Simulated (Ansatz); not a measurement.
## Co: a failed or faulty run and its cure

System: Co (R-3m, 6 atoms in the cell).
Method of the first run: DFT, PBE, plane waves, PAW (Ansatz 0.2.0).

The structure derives from an entry of the Crystallography Open Database. Text and figures count atoms from 1; the logs count them from 0 in places.

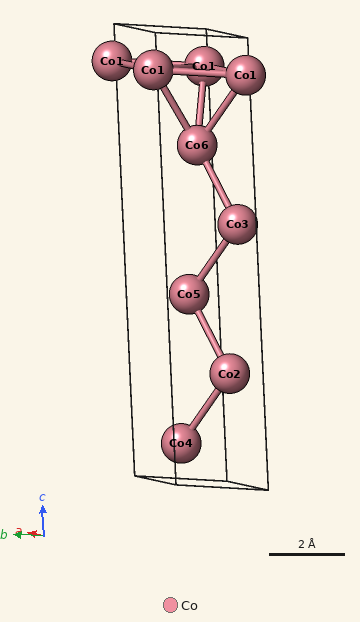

Fig. 1: The structure (ball-and-stick view of the cell of the calculation, seen at an oblique angle; atoms are numbered from 1 in the order of the input). An atom can appear more than once, as a periodic image.

### The input, the first run
```yaml
crystal:
  lattice:
    - [-2.4922474725, 0.0, 0.0]
    - [-1.2461237362, -2.1583496237, 0.0]
    - [-1.2459991239, -0.7193779296, 12.1001612406]
  atoms:
    - { symbol: Co, position: [0.0278027783, 0.0278027783, 0.9166833333], spin: 1.84 }
    - { symbol: Co, position: [0.2500027783, 0.2500027783, 0.2500166667], spin: 1.84 }
    - { symbol: Co, position: [0.1389027783, 0.1389027783, 0.58335], spin: 1.84 }
    - { symbol: Co, position: [0.6388861117, 0.6388861117, 0.08335], spin: 1.84 }
    - { symbol: Co, position: [0.5277861117, 0.5277861117, 0.4166833333], spin: 1.84 }
    - { symbol: Co, position: [0.4166861117, 0.4166861117, 0.7500166667], spin: 1.84 }
basis:
  ecutwfc: 420
kpoints:
  mp_grid: { grid: [27, 27, 5] }
hamiltonian:
  xc: pbe
scf:
  occupations: { method: gaussian, width: 0.15 }
  max_iter: 50
output:
  forces: true
  eigenvalues: true
  stress: true
magnetization:
  spin_polarized: true
  initial_magnetization: 7
```

Command:
```bash
ansatz run input.yaml --threads 2 --pin off --max-ram 5120MiB --backend cpu --events-out ev --progress --plain --runs-dir out
```

Hardware: 2 threads of AMD EPYC (Zen 5), 32 GiB of memory available, shared host.

### Output (the first run)
```
Error: inconsistent input (crystal.atoms[].spin, magnetization.initial_magnetization): Σ_i spin_i = 11.040000 μB but magnetization.initial_magnetization = 7.000000 μB (|Δ| = 4.04e0 > 1e-4); adjust per-atom `spin:`, `per_species`, or `initial_magnetization` to agree
```

Q: What went wrong, and how is the input to be mended?

A: This input holds a deliberate fault: an impossible spin (`magnetization`). The system has too few electrons for this moment. The program refused the input: “inconsistent input (crystal.atoms[].spin, magnetization.initial_magnetization): Σ_i spin_i = 11.040000 μB but magnetization.initial_magnetization = 7.000000 μB (|Δ| = 4.04e0 > 1e-4); adjust per-atom `spin:`, `per_species`, or `initial_magnetization` to agree”

A run of the same system that converges differs from this input as follows (lines with − go, lines with + come):
```diff
-  max_iter: 50
+  populations: true
-  initial_magnetization: 7
```

### Output, shortened to warnings, some set-up lines, iterations and results (the second run)
```
Basis set: ecut = 420 eV, 1241 PW (Γ), exchange–correlation on 36×36×180 points (8 copies of the dense FFT grid, shifted against one another)
Symmetry: 4 space group operations
k-points: 952 of 3645
Initial density: superposition of atomic densities (chi_scale 0.1, normalization cell)
[...]
SCF iter   1: F=—  HF=-30754.947599 eV  |F-HF|=—  |Δ(HF+E_count)|=         —  Δρ=9.57e-2 (↑3.89e-2 ↓9.57e-2)  dr2=6.76e0  dr2_m=5.27e-1  M=10.304 μB ∫|m|=10.716 μB  β_m=0.30  …
SCF iter   2: F=—  HF=-30752.907520 eV  |F-HF|=—  |Δ(HF+E_count)|=    2.04e0  Δρ=4.16e-2 (↑1.72e-2 ↓4.16e-2)  dr2=4.87e-1  dr2_m=4.68e-1  M=10.388 μB ∫|m|=10.925 μB  β_m=0.37 …
SCF iter   3: F=—  HF=-30754.745811 eV  |F-HF|=—  |Δ(HF+E_count)|=    1.84e0  Δρ=2.04e-2 (↑2.04e-2 ↓1.04e-2)  dr2=6.05e-2  dr2_m=1.23e-1  M=10.186 μB ∫|m|=10.875 μB  β_m=0.55 …
SCF iter   4: F=—  HF=-30756.424007 eV  |F-HF|=—  |Δ(HF+E_count)|=    1.68e0  Δρ=1.49e-2 (↑1.49e-2 ↓9.52e-3)  dr2=2.06e-1  dr2_m=9.00e-3  M=9.918 μB ∫|m|=10.757 μB  β_m=0.78  …
SCF iter   5: F=—  HF=-30756.896676 eV  |F-HF|=—  |Δ(HF+E_count)|=   4.73e-1  Δρ=4.49e-3 (↑4.49e-3 ↓1.98e-3)  dr2=1.97e-2  dr2_m=1.33e-3  M=9.747 μB ∫|m|=10.674 μB  β_m=0.89  …
[... 6 lines ...]
SCF iter  12: F=—  HF=-30756.913319 eV  |F-HF|=—  |Δ(HF+E_count)|=   1.54e-7  Δρ=3.07e-5 (↑1.03e-5 ↓3.07e-5)  dr2=1.18e-6  dr2_m=7.25e-8  M=9.714 μB ∫|m|=10.677 μB  β_m=0.92  …
SCF iter  13: F=—  HF=-30756.913319 eV  |F-HF|=—  |Δ(HF+E_count)|=  7.28e-12  Δρ=8.37e-6 (↑3.95e-6 ↓8.37e-6)  dr2=1.05e-7  dr2_m=5.44e-9  M=9.714 μB ∫|m|=10.677 μB  β_m=0.86  …
SCF iter  14: F=—  HF=-30756.913319 eV  |F-HF|=—  |Δ(HF+E_count)|=   4.07e-9  Δρ=2.72e-6 (↑2.72e-6 ↓2.58e-6)  dr2=9.43e-9  dr2_m=6.38e-10  M=9.714 μB ∫|m|=10.677 μB  β_m=0.69 …
SCF iter  15: F=-30756.913319 eV  HF=-30756.913319 eV  |F-HF|=8.93e-9  |Δ(HF+E_count)|=   2.17e-9  Δρ=2.46e-6 (↑8.57e-7 ↓2.46e-6)  dr2=9.99e-9  dr2_m=4.71e-10  M=9.714 μB …
SCF 1 converged in 15 iterations: F = -30756.913319 eV  dr2 = 9.99e-9
SCF converged after 15 iterations
Magnetization: 9.7141 μB (55.8570 up, 46.1430 down)
Absolute magnetization: 10.6806 μB (∫|ρ↑−ρ↓|, with the PAW one-centre terms)
Spin contamination: 0.1673 ħ² per cell (⟨S²⟩ above its minimum at these occupations)
Per-site moments (μB) at R_I (Å): [(1.7113169307907687, 1.021908147110999), (1.690960891088812, 1.0219253821771588), (1.676778306525745, 1.0219253821810956), (1.7113169307907683, 1.021908147110999), (1.6767783065257438, 1.0219253821810959), (1.6909608910888114, 1.0219253821771583)]
Free energy (F): -30756.913319 eV
Harris-Foulkes:  -30756.913319 eV  (|F-HF|=8.93e-9)
Internal energy: -30756.850240 eV  (E = F + TS)
E sigma→0 (E₀):  -30756.881779 eV
Entropy (-TS):   -0.063079 eV (-10.513 meV/atom)
Fermi energy:    18.733891 eV
--- Per-component energies (eV) ---
  E_band       = -1463.288191
  E_kinetic    = 2721.825881
  E_local      = -16992.569584  (includes V_loc(G=0)·N_el)
  E_nonlocal   = 2724.635671
  E_hartree    = 7122.452445
  E_xc         = -954.119489
  E_vxc        = -1231.237847  (∫ρ·V_xc dr)
  E_paw        = -9090.789433  (= ΣΔE_a)
  E_vpaw       = -2930.850536  (= ΣTr[D̂ρ^β])
  E_aug_tail   = 0.000486  (compensation charges beyond the density's cutoff)
  E_ewald      = -16288.286217
  E_smearing   = -0.063079  (= −TS)
  E_closure    = -0.000000  (closes the sum)
  Σ components = -30756.913319   (vs F -30756.913319, Δ=0.00e0)
--- Forces (eV/Å), atoms counted from 1 ---
  atom   1  Co     0.00027330     0.00015779    -0.02418859
  atom   2  Co     0.00015242     0.00008800     0.10045029
  atom   3  Co     0.00032038     0.00018497     0.04244256
  atom   4  Co    -0.00027330    -0.00015779     0.02418859
  atom   5  Co    -0.00032038    -0.00018497    -0.04244256
  atom   6  Co    -0.00015242    -0.00008800    -0.10045029
  max |Σ_I F_I| component: 2.78e-17 eV/Å
--- Stress (GPa, compression-positive) ---
        0.307894      -0.000901      -0.002444
       -0.000901       0.308934      -0.001411
       -0.002444      -0.001411       0.972251
  P = ⅓ Tr σ = 0.5297 GPa (5.297 kbar)
--- Löwdin populations: 6 sites ---
  site symbol       q [e]    m [muB]
     0     Co     16.7772     1.7015
     1     Co     16.7788     1.6821
     2     Co     16.7805     1.6680
     3     Co     16.7772     1.7015
     4     Co     16.7805     1.6680
     5     Co     16.7788     1.6821
  spilling = 0.013010 (of n_electrons = 102.000000)
```

### The two runs side by side

| quantity | the first run | the second run |
| --- | --- | --- |
| outcome | refused | converged |
| free energy per atom (eV) | – | −5126.1522 |
| gap on the mesh (eV) | – | 0.00 |
| net moment of the cell (μB) | – | 9.71 |
| absolute moment of the cell (μB) | – | 10.68 |
| pressure (GPa) | – | 0.53 |
| volume per atom (Å³) | – | 10.85 |
| largest force (eV/Å) | – | 0.100 |
| SCF iterations | – | 15 |
| irreducible k-points | – | 952 |
| plane waves at Γ | – | 1241 |
